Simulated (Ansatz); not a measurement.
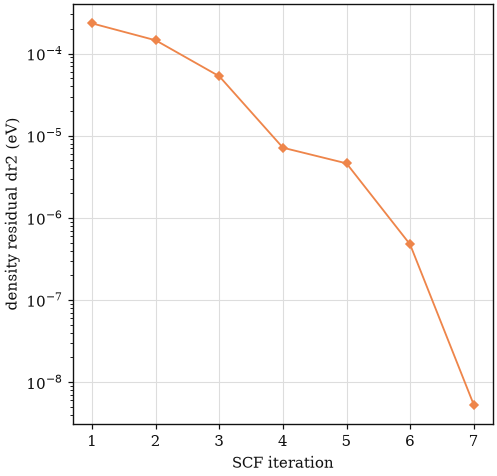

The plot shows the SCF iterations of a calculation: density residual dr2. The starting density is a sum of atomic densities corrected by a trained network, so the first residual is already small.

In (4 atoms in the cell), run with Ansatz.

```
crystal:
  lattice:
    - [-2.781095827, 2.781095827, 3.5846425797]
    - [2.781095827, -2.781095827, 3.5846425797]
    - [2.781095827, 2.781095827, -3.5846425797]
  atoms:
    - { symbol: In, position: [0.875, 0.37523543, 1.00023543] }
    - { symbol: In, position: [0.375, 0.87476457, -0.00023543] }
    - { symbol: In, position: [0.62476457, 0.625, 0.49976457] }
    - { symbol: In, position: [0.12523543, 0.125, 0.50023543] }
basis:
  ecutwfc: 420
kpoints:
  mp_grid: { grid: [12, 12, 12] }
hamiltonian:
  xc: pbe
scf:
  occupations: { method: fixed }
  max_iter: 50
output:
  forces: true
  eigenvalues: true
  stress: true
```

Launched with:
```bash
ansatz run input.yaml --threads 1 --pin off --max-ram 2560MiB --backend cpu --events-out ev --progress --plain --runs-dir out
```

> Did the calculation converge?

Converged, in 7 iterations. The residual falls at every step. From the first spectrum the program read the system as an insulator and chose the Resta preconditioner.

> Is anything amiss with this input?

The input holds an odd setting (fixed occupations whatever the gap). The SCF closed, but its energy differs from that of a run with usual settings by more than 1 meV per atom.
